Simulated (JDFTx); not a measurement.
**Energy of CdTe along an even scaling of the cell**

System: CdTe (2 atoms in the cell).
Method: Kohn-Sham DFT of a periodic cell, PBEsol, PseudoDojo-SR-PBEsol-0.4.1-standard, no spin polarisation (JDFTx 1.7.0 (patched build)).

The 7 runs differ only in the geometry, by an even scaling of the cell at fixed fractional positions. The structure derives from an entry of the Crystallography Open Database.

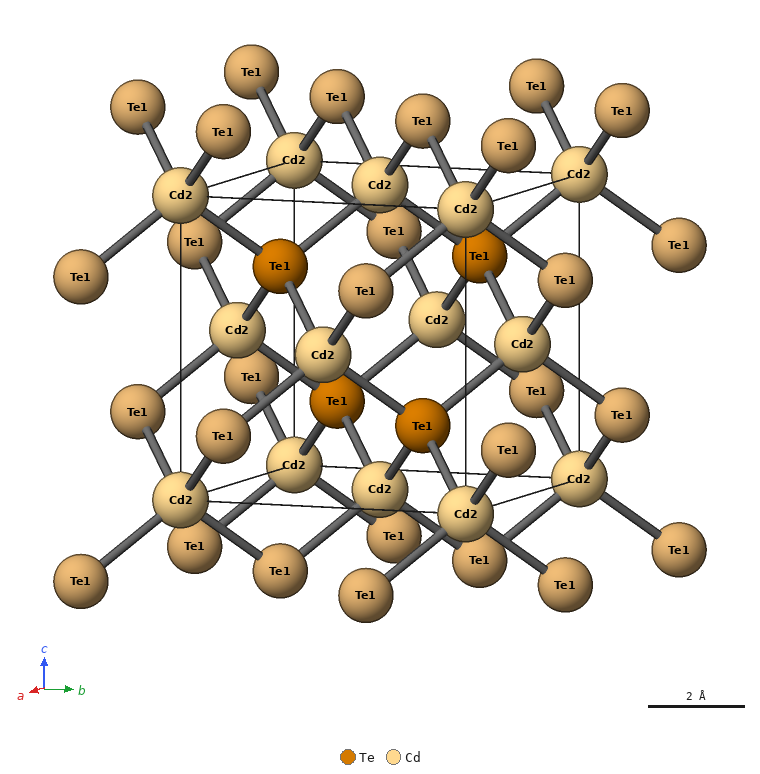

Figure 1. The structure of run 4 (ball-and-stick view of the cell 4 times as large as that of the calculation, set on its symmetry axes, seen slightly off an axis; neighbours outside the cell are drawn fainter; atoms are numbered from 1 in the order of the input). An atom can appear more than once, as a periodic image.

**The input of run 4**
```
include CdTe.lattice
coords-type Lattice
include CdTe.ionpos

ion-species pseudo/Te.upf
ion-species pseudo/Cd.upf
elec-cutoff 51 408
elec-ex-corr gga-PBEsol
kpoint-folding 7 7 7
elec-smearing Fermi 0.0018374661
elec-n-bands 25
electronic-SCF nIterations 100 energyDiffThreshold 1e-09
electronic-minimize nIterations 30 energyDiffThreshold 1e-7
forces-output-coords Cartesian

dump-name run.$VAR
dump End Ecomponents EigStats BandEigs Kpoints Forces Stress ElecDensity Dtot KEdensity
```

**File CdTe.lattice of run 4**
```
lattice \
    0.0000000000     6.0565722294     6.0565722294 \
    6.0565722294     0.0000000000     6.0565722294 \
    6.0565722294     6.0565722294     0.0000000000
```

**File CdTe.ionpos of run 4**
```
ion Te     0.7500000000     0.7500000000     0.7500000000 1
ion Cd     0.0000000000     0.0000000000     0.0000000000 1
```

Command:
```bash
jdftx -c 1 -i CdTe.in -o CdTe.out
```

Lattice vectors (Å) and fractional positions of run 4:
```
   0.000000    3.205000    3.205000
   3.205000    0.000000    3.205000
   3.205000    3.205000    0.000000
Te  0.750000  0.750000  0.750000
Cd  0.000000  0.000000  0.000000
```

Run 5 differs from it as follows:
```diff
-    0.0000000000     6.0565722294     6.0565722294 \
-    6.0565722294     0.0000000000     6.0565722294 \
-    6.0565722294     6.0565722294     0.0000000000
+    0.0000000000     6.0966831482     6.0966831482 \
+    6.0966831482     0.0000000000     6.0966831482 \
+    6.0966831482     6.0966831482     0.0000000000
```

**Results, with one run withheld**

```csv
run,volume per atom (Å³),"free energy per atom, from the lowest run given (meV)",pressure (GPa),gap on the mesh (eV)
1,30.947,49.29,5.26,0.94
2,31.605,30.23,3.94,0.88
3,32.263,16.29,2.77,0.82
4,32.922,6.92,1.72,0.76
5,33.580,?,?,?
6,34.239,0.00,−0.06,0.64
7,34.897,1.63,−0.81,0.59
```

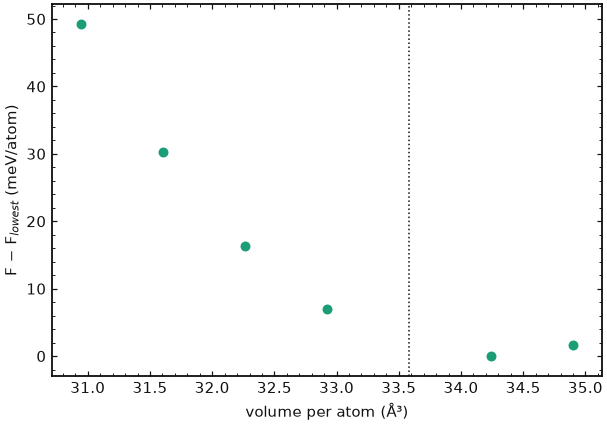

Figure 2. Free energy per atom of the runs given; the dotted line marks run 5.

What should run 5 give?

A cubic polynomial in V^(−2/3) (the Birch–Murnaghan form), fitted to the 6 runs given, misses them by under 0.01 meV per atom. With x = V^(−2/3) − 0.09767 Å⁻², it reads F = 8.8102 + 6310.6 x + 1.1442e+06 x² + 4.9674e+06 x³ (meV per atom). At run 5 it gives 1.64 meV per atom, and the run itself gives 1.64. The slope of the fit gives a pressure −dF/dV of 0.83 GPa there, and the run prints 0.78 GPa. The fit has its minimum at 34.227 Å³ per atom, where V d²F/dV² gives 41.3 GPa: the bulk modulus at this level, since symmetry fixes the shape and the positions. The gap on the mesh goes, without turning, from 0.94 eV in run 1 to 0.59 eV in run 7; run 5 has 0.70 eV. These are gaps of this functional on this mesh, which can miss the band edges; they aren't the measured gap.

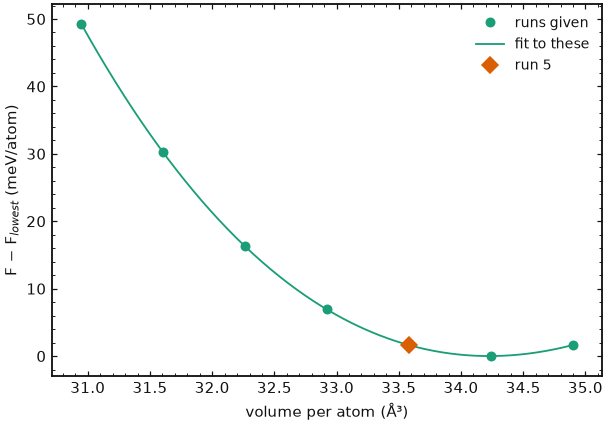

Figure 3. The fit and the withheld run.

**Some lines of the output (run 5)**
```
[...]
unit cell volume = 453.222
     Etot =     -261.3321640289194647
        F =     -261.3321643369020535
	HOMO-LUMO gap: +0.025643
	Optical gap  : +0.025643 at state 0 ( [ +0.000000 +0.000000 +0.000000 ] spin 0 )
```
